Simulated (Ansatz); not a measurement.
# Geometry relaxation of SnO2 (part 2 of 2)

SnO2 (Imma, 12 atoms in the cell); DFT PBE, scalar-relativistic, plane waves, PAW, no spin polarisation (Ansatz 0.2.0); cutoff 420 eV, 6×6×6 k-mesh, Gaussian smearing of 0.02 eV. The structure derives from a Materials Project entry.

Geometry of the input (Å; fractional positions):
```
-3.2489  3.4145  3.4140
3.2489  -3.4145  3.4140
3.2489  3.4145  -3.4140
Sn 0.9964  0.2464  0.7500
Sn 0.0036  0.7536  0.2500
Sn 0.5000  0.5000  0.5000
Sn 0.5000  0.0000  0.0000
O  0.1935  0.1962  0.5027
O  0.6976  0.7541  0.9435
O  0.1935  0.6908  0.9973
O  0.3106  0.7541  0.5565
O  0.6894  0.2459  0.4435
O  0.3024  0.2459  0.0565
O  0.8065  0.3092  0.0027
O  0.8065  0.8038  0.4973
```

```
basis re-selected at this cell: Δ(F+E_penalty+E_count) = -3.089e-5 eV, ΔP = +0.001 GPa vs the last step (what re-selecting the basis moved, of the pressure what is left beyond the Pulay correction that the steps carried, after the strain that the cell walked since its last selection, with what the two solves' SCF thresholds leave and, on support functions, any second-order correction that the steps lacked; it is no measure of the basis error at this ecutwfc). This SCF's stress stands 5.71e-3 GPa from its target on what of the cell is left free (relax.cell.stress_tol is 5.00e-2 GPa) and its largest allowed force component is 2.44e-4 eV/Å (relax.f_tol is 1.00e-2 eV/Å): within both
SCF converged after 5 iterations
Free energy (F): -28635.938881 eV
Harris-Foulkes:  -28635.938881 eV  (|F-HF|=4.37e-11)
Internal energy: -28635.938881 eV  (E = F + TS)
E sigma→0 (E₀):  -28635.938881 eV
Fermi energy:    9.081493 eV
--- Per-component energies (eV) ---
  E_band       = -309.481951
  E_kinetic    = 2155.972097
  E_local      = -5927.174215  (includes V_loc(G=0)·N_el)
  E_nonlocal   = 267.671737
  E_hartree    = 3047.915625
  E_xc         = -2106.477987
  E_vxc        = -1123.306004  (∫ρ·V_xc dr)
  E_paw        = -17856.700171  (= ΣΔE_a)
  E_vpaw       = -1778.496716  (= ΣTr[D̂ρ^β])
  E_aug_tail   = 0.019727  (compensation charges beyond the density's cutoff)
  E_ewald      = -8217.165694
  E_smearing   = -0.000000  (= −TS)
  E_closure    = 0.000000  (closes the sum)
  Σ components = -28635.938881   (vs F -28635.938881, Δ=0.00e0)
--- Forces (eV/Å), atoms counted from 1 ---
  atom   1  Sn     0.00000000     0.00000000     0.00000296
  atom   2  Sn     0.00000000     0.00000000    -0.00000296
  atom   3  Sn     0.00000000     0.00000000     0.00000000
  atom   4  Sn    -0.00000000     0.00000000     0.00000000
  atom   5  O      0.00005970     0.00000000     0.00014544
  atom   6  O      0.00000000    -0.00024403    -0.00006266
  atom   7  O     -0.00005970     0.00000000     0.00014544
  atom   8  O      0.00000000     0.00024403    -0.00006266
  atom   9  O      0.00000000    -0.00024403     0.00006266
  atom  10  O      0.00000000     0.00024403     0.00006266
  atom  11  O      0.00005970    -0.00000000    -0.00014544
  atom  12  O     -0.00005970    -0.00000000    -0.00014544
  max |Σ_I F_I| component: 5.42e-20 eV/Å
--- Stress (GPa, compression-positive) ---
       -0.004132       0.000000       0.000000
        0.000000       0.005715       0.000000
        0.000000       0.000000       0.002189
  P = ⅓ Tr σ = 0.0013 GPa (0.013 kbar)
--- Band table (eV; the first three rows and the last of 46) ---
  k-point 0: bands = ["-12.2977", "-12.0912", "-12.0911", "-11.6688", "-11.6688", "-11.6400", "-11.4400", "-11.4141", "-11.4140", "-11.3413", "-11.3150", "-11.3077", "-11.3076", "-11.2601", "-11.2600", "-11.2461", "-11.2173", "-11.2172", "-11.2141", "-11.2140", "-9.9093", "-8.1986", "-8.1985", "-8.1971", "-8.1970", "-6.9851", "-6.9850", "-6.6819", "0.7837", "1.0076", "1.0076", "3.9723", "3.9723", "4.8498", "4.8498", "4.9716", "5.8407", "6.2358", "6.2360", "6.3164", "6.3164", "6.7620", "6.7744", "7.4918", "7.4919", "7.8271", "7.8272", "7.9637", "7.9638", "8.0055", "8.0055", "8.7414", "9.4216", "13.1050", "13.1052", "14.4456", "14.8204", "14.8204", "17.3674", "17.3676", "18.8829", "18.9669", "19.3184", "19.3185"]
  k-point 1: bands = ["-12.2507", "-12.1060", "-12.0539", "-11.6901", "-11.6325", "-11.6154", "-11.4753", "-11.4699", "-11.4261", "-11.3510", "-11.3102", "-11.3038", "-11.3029", "-11.2616", "-11.2601", "-11.2481", "-11.2372", "-11.2356", "-11.2229", "-11.2221", "-9.8291", "-8.3222", "-8.2050", "-8.1238", "-8.1104", "-7.0646", "-6.9845", "-6.7446", "0.8759", "1.1678", "1.2604", "4.1520", "4.1555", "4.5804", "4.9129", "5.0515", "5.2453", "5.9461", "6.1204", "6.1260", "6.2543", "6.8415", "7.0598", "7.2265", "7.2780", "7.7763", "7.7931", "7.8355", "7.9307", "7.9649", "8.0228", "8.6387", "10.2466", "13.2440", "13.3210", "14.4547", "15.1978", "15.2022", "17.2191", "17.5264", "18.3281", "18.9626", "19.2040", "19.3663"]
  k-point 2: bands = ["-12.1330", "-12.0942", "-11.9478", "-11.7575", "-11.7209", "-11.6138", "-11.5290", "-11.5212", "-11.3940", "-11.3500", "-11.3077", "-11.2980", "-11.2902", "-11.2862", "-11.2671", "-11.2669", "-11.2587", "-11.2539", "-11.2400", "-11.2396", "-9.5783", "-8.6937", "-8.1603", "-8.0183", "-7.8788", "-7.2806", "-6.9657", "-6.8689", "1.1597", "1.4939", "1.9381", "3.8423", "4.3514", "4.6550", "4.6672", "4.9712", "5.1121", "5.3050", "5.8166", "6.0035", "6.1071", "6.5130", "6.8199", "7.2035", "7.4807", "7.4925", "7.6549", "7.7444", "7.9049", "7.9967", "8.0846", "8.4458", "11.5846", "13.3309", "13.8610", "14.5106", "16.0695", "16.1159", "17.0197", "17.6751", "17.8067", "18.1891", "19.0900", "19.3218"]
  k-point 45: bands = ["-12.0812", "-12.0811", "-12.0574", "-12.0573", "-11.6551", "-11.6551", "-11.4170", "-11.4169", "-11.4160", "-11.4159", "-11.3059", "-11.3058", "-11.2748", "-11.2747", "-11.2649", "-11.2648", "-11.2224", "-11.2223", "-11.2132", "-11.2131", "-8.3468", "-8.3468", "-8.3021", "-8.3020", "-8.3012", "-8.3011", "-6.9154", "-6.9152", "1.7074", "1.7075", "3.2304", "3.2306", "4.6778", "4.6779", "5.0070", "5.0070", "5.0451", "5.0451", "5.8427", "5.8428", "6.1754", "6.1755", "6.8765", "6.8765", "7.2199", "7.2199", "7.4212", "7.4213", "7.5622", "7.5624", "7.8897", "7.8899", "13.0242", "13.0244", "14.3398", "14.3400", "15.9055", "15.9055", "18.1143", "18.1144", "19.0607", "19.0607", "19.1975", "19.1979"]
--- Relaxed structure (5 steps of the walk, 5 accepted, 2 SCFs on fresh bases) ---
  F+E_penalty+E_count = -28635.93888077 eV   max|allowed force component| = 2.440e-4 eV/Å   (the final SCF, on the basis selected at the relaxed cell)
  cell:  # Å, volume = 150.9288 Å³
    - [-3.2382539545918454, 3.4134894663678246, 3.4135207756526897]
    - [3.2382539545918454, -3.4134894663678246, 3.4135207756526897]
    - [3.2382539545918454, 3.4134894663678246, -3.4135207756526897]
  atoms:
    - { symbol: Sn, position: [0.9999994761592943, 0.2499994761592946, 0.7499999999999999] }
    - { symbol: Sn, position: [5.2384070534095e-7, 0.7500005238407053, 0.24999999999999997] }
    - { symbol: Sn, position: [0.4999999999999999, 0.4999999999999999, 0.4999999999999999] }
    - { symbol: Sn, position: [0.4999999999999999, -2.7755575615628914e-17, -2.7755575615628914e-17] }
    - { symbol: O, position: [0.19342047174934388, 0.19342071833772423, 0.5000002465883803] }
    - { symbol: O, position: [0.693424774766923, 0.7500025462810158, 0.9434222284859071] }
    - { symbol: O, position: [0.19342047174934382, 0.6934202251609634, 0.9999997534116194] }
    - { symbol: O, position: [0.3065803177951086, 0.7500025462810156, 0.5565777715140926] }
    - { symbol: O, position: [0.6934196822048913, 0.2499974537189841, 0.4434222284859071] }
    - { symbol: O, position: [0.30657522523307684, 0.24999745371898408, 0.05657777151409274] }
    - { symbol: O, position: [0.806579528250656, 0.30657977483903653, 2.4658838043700726e-7] }
    - { symbol: O, position: [0.8065795282506558, 0.8065792816622755, 0.4999997534116195] }
```

Trajectory as extended XYZ (Å, eV, eV/Å), 7 frames, from step=1 to step=7
```
12
Lattice="-3.2489 3.4145 3.4140 3.2489 -3.4145 3.4140 3.2489 3.4145 -3.4140" Properties=species:S:1:pos:R:3:forces:R:3 step=1 energy=-28635.93233 pressure_GPa=-0.82
Sn    0.0000    5.1217    1.6824    0.0000   0.0000   0.0590
Sn    3.2489   -1.7072    1.7316    0.0000   0.0000  -0.0590
Sn    1.6244    1.7072    1.7070    0.0000   0.0000   0.0000
Sn   -1.6244    1.7072    1.7070    0.0000   0.0000   0.0000
O     1.6421    1.7072   -0.3858   -0.0330   0.0000  -0.0311
O     3.2489    3.0287    1.7347    0.0000  -0.0317  -0.0327
O     4.8557    1.7072   -0.3858    0.0330   0.0000  -0.0311
O     3.2489    0.3858    1.7347    0.0000   0.0317  -0.0327
O     0.0000    3.0287    1.6793    0.0000  -0.0317   0.0327
O     0.0000    0.3858    1.6793    0.0000   0.0317   0.0327
O    -1.6068    1.7072    3.7998   -0.0330   0.0000   0.0311
O     1.6068    1.7072    3.7998    0.0330   0.0000   0.0311
12
Lattice="-3.2384 3.4132 3.4132 3.2384 -3.4132 3.4132 3.2384 3.4132 -3.4132" Properties=species:S:1:pos:R:3:forces:R:3 step=2 energy=-28635.94016 pressure_GPa=-0.01
Sn    0.0000    5.1199    1.6919    0.0000   0.0000   0.0426
Sn    3.2384   -1.7066    1.7213    0.0000   0.0000  -0.0426
Sn    1.6192    1.7066    1.7066    0.0000   0.0000   0.0000
Sn   -1.6192    1.7066    1.7066    0.0000   0.0000   0.0000
O     1.6291    1.7066   -0.3845   -0.0126   0.0000  -0.0341
O     3.2384    3.0286    1.7222    0.0000  -0.0331  -0.0180
O     4.8477    1.7066   -0.3845    0.0126   0.0000  -0.0341
O     3.2384    0.3846    1.7222    0.0000   0.0331  -0.0180
O     0.0000    3.0286    1.6910    0.0000  -0.0331   0.0180
O     0.0000    0.3846    1.6910    0.0000   0.0331   0.0180
O    -1.6093    1.7066    3.7977   -0.0126   0.0000   0.0341
O     1.6093    1.7066    3.7977    0.0126   0.0000   0.0341
12
Lattice="-3.2409 3.4100 3.4101 3.2409 -3.4100 3.4101 3.2409 3.4100 -3.4101" Properties=species:S:1:pos:R:3:forces:R:3 step=3 energy=-28635.94224 pressure_GPa=0.22
Sn    0.0000    5.1149    1.7017    0.0000   0.0000   0.0235
Sn    3.2409   -1.7050    1.7083    0.0000   0.0000  -0.0235
Sn    1.6205    1.7050    1.7050    0.0000   0.0000   0.0000
Sn   -1.6205    1.7050    1.7050    0.0000   0.0000   0.0000
O     1.6217    1.7050   -0.3869    0.0050   0.0000   0.0215
O     3.2409    3.0231    1.7064    0.0000   0.0217   0.0008
O     4.8602    1.7050   -0.3869   -0.0050   0.0000   0.0215
O     3.2409    0.3869    1.7064    0.0000  -0.0217   0.0008
O     0.0000    3.0231    1.7037    0.0000   0.0217  -0.0008
O     0.0000    0.3869    1.7037    0.0000  -0.0217  -0.0008
O    -1.6193    1.7050    3.7970    0.0050   0.0000  -0.0215
O     1.6193    1.7050    3.7970   -0.0050   0.0000  -0.0215
12
Lattice="-3.2393 3.4129 3.4128 3.2393 -3.4129 3.4128 3.2393 3.4129 -3.4128" Properties=species:S:1:pos:R:3:forces:R:3 step=4 energy=-28635.94175 pressure_GPa=0.02
Sn    0.0000    5.1193    1.7063    0.0000   0.0000   0.0005
Sn    3.2393   -1.7064    1.7066    0.0000   0.0000  -0.0005
Sn    1.6197    1.7064    1.7064    0.0000   0.0000   0.0000
Sn   -1.6197    1.7064    1.7064    0.0000   0.0000   0.0000
O     1.6197    1.7064   -0.3861    0.0003   0.0000  -0.0029
O     3.2393    3.0268    1.7066    0.0000  -0.0027  -0.0003
O     4.8589    1.7064   -0.3861   -0.0003   0.0000  -0.0029
O     3.2393    0.3861    1.7066    0.0000   0.0027  -0.0003
O     0.0000    3.0268    1.7063    0.0000  -0.0027   0.0003
O     0.0000    0.3861    1.7063    0.0000   0.0027   0.0003
O    -1.6196    1.7064    3.7989    0.0003   0.0000   0.0029
O     1.6196    1.7064    3.7989   -0.0003   0.0000   0.0029
12
Lattice="-3.2393 3.4129 3.4128 3.2393 -3.4129 3.4128 3.2393 3.4129 -3.4128" Properties=species:S:1:pos:R:3:forces:R:3 step=5 energy=-28635.93888 pressure_GPa=-0.01
Sn    0.0000    5.1193    1.7063    0.0000   0.0000   0.0007
Sn    3.2393   -1.7064    1.7066    0.0000   0.0000  -0.0007
Sn    1.6197    1.7064    1.7064    0.0000   0.0000   0.0000
Sn   -1.6197    1.7064    1.7064    0.0000   0.0000   0.0000
O     1.6197    1.7064   -0.3861    0.0003   0.0000  -0.0029
O     3.2393    3.0268    1.7066    0.0000  -0.0028  -0.0003
O     4.8589    1.7064   -0.3861   -0.0003   0.0000  -0.0029
O     3.2393    0.3861    1.7066    0.0000   0.0028  -0.0003
O     0.0000    3.0268    1.7063    0.0000  -0.0028   0.0003
O     0.0000    0.3861    1.7063    0.0000   0.0028   0.0003
O    -1.6196    1.7064    3.7989    0.0003   0.0000   0.0029
O     1.6196    1.7064    3.7989   -0.0003   0.0000   0.0029
12
Lattice="-3.2383 3.4135 3.4135 3.2383 -3.4135 3.4135 3.2383 3.4135 -3.4135" Properties=species:S:1:pos:R:3:forces:R:3 step=6 energy=-28635.93885 pressure_GPa=0.00
Sn    0.0000    5.1202    1.7068    0.0000   0.0000   0.0000
Sn    3.2383   -1.7067    1.7068    0.0000   0.0000   0.0000
Sn    1.6191    1.7067    1.7068    0.0000   0.0000   0.0000
Sn   -1.6191    1.7067    1.7068    0.0000   0.0000   0.0000
O     1.6191    1.7067   -0.3863    0.0001   0.0000   0.0002
O     3.2383    3.0272    1.7068    0.0000  -0.0002  -0.0001
O     4.8574    1.7067   -0.3863   -0.0001   0.0000   0.0002
O     3.2383    0.3863    1.7068    0.0000   0.0002  -0.0001
O     0.0000    3.0272    1.7067    0.0000  -0.0002   0.0001
O     0.0000    0.3863    1.7067    0.0000   0.0002   0.0001
O    -1.6191    1.7067    3.7998    0.0001   0.0000  -0.0002
O     1.6191    1.7067    3.7998   -0.0001   0.0000  -0.0002
12
Lattice="-3.2383 3.4135 3.4135 3.2383 -3.4135 3.4135 3.2383 3.4135 -3.4135" Properties=species:S:1:pos:R:3:forces:R:3 step=7 energy=-28635.93888 pressure_GPa=0.00
Sn    0.0000    5.1202    1.7068    0.0000   0.0000   0.0000
Sn    3.2383   -1.7067    1.7068    0.0000   0.0000   0.0000
Sn    1.6191    1.7067    1.7068    0.0000   0.0000   0.0000
Sn   -1.6191    1.7067    1.7068    0.0000   0.0000   0.0000
O     1.6191    1.7067   -0.3863    0.0001   0.0000   0.0001
O     3.2383    3.0272    1.7068    0.0000  -0.0002  -0.0001
O     4.8574    1.7067   -0.3863   -0.0001   0.0000   0.0001
O     3.2383    0.3863    1.7068    0.0000   0.0002  -0.0001
O     0.0000    3.0272    1.7067    0.0000  -0.0002   0.0001
O     0.0000    0.3863    1.7067    0.0000   0.0002   0.0001
O    -1.6191    1.7067    3.7998    0.0001   0.0000  -0.0001
O     1.6191    1.7067    3.7998   -0.0001   0.0000  -0.0001
```

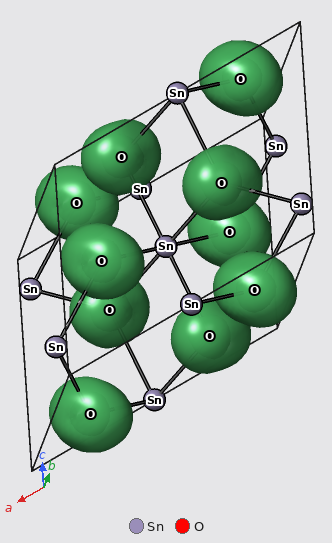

**Figure 1.** Isosurface of the ELF at 0.75 (green), seen at an oblique angle. Core shells and regions of very low density are left out. Sticks mark near contacts. The outline is the calculation cell. Profiles from the grid: Sn–O (2.09 Å): the ELF is about 0.25 at the midpoint. Core electrons are frozen (PAW), so the fields are smoothed inside the atomic spheres.

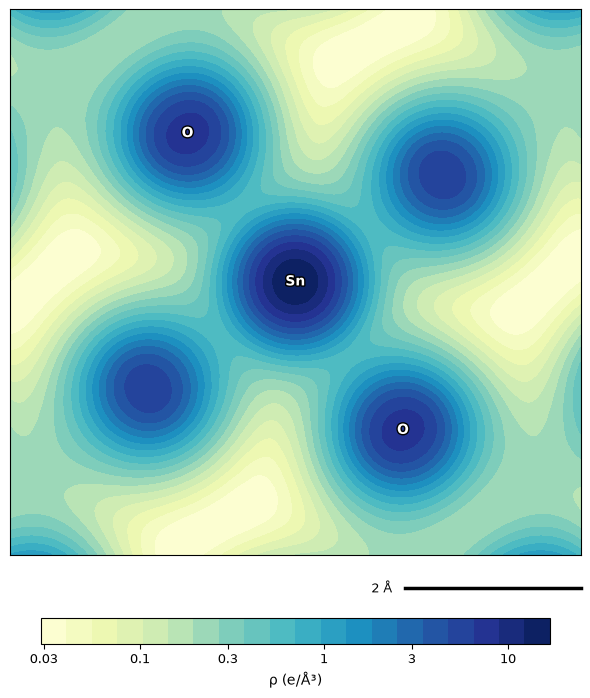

**Figure 2.** Valence pseudo-density on the (101̄) plane of the calculation cell. Atoms in the plane: Sn and O. Sn–O (2.09 Å): ρ at the midpoint is about 0.61 e/Å³. Away from the nuclei the density in this plane falls to 0.03 e/Å³ at its lowest.

Key numbers

```json
{"quantity": "outcome", "value": "converged"}
{"quantity": "space group (tolerance 0.01 Å)", "value": "Imma (74) → P4₂/mnm (136)"}
{"quantity": "electrons treated", "value": "104"}
{"quantity": "free energy", "value": "−28635.9389 eV"}
{"quantity": "Fermi energy", "value": "9.081 eV"}
{"quantity": "gap on the k-point mesh", "value": "0.68 eV"}
{"quantity": "pressure", "value": "0.00 GPa"}
{"quantity": "final volume", "value": "150.93 Å³"}
{"quantity": "largest force (length of the vector) at the end", "value": "under 0.001 eV/Å"}
{"quantity": "final cell", "value": "a = 5.813 Å, b = 5.813 Å, c = 5.813 Å, α = 112.29°, β = 108.08°, γ = 108.08°"}
{"quantity": "wall time", "value": "67 s (CPU time 4.4 min)"}
{"quantity": "peak memory", "value": "0.76 GiB"}
```
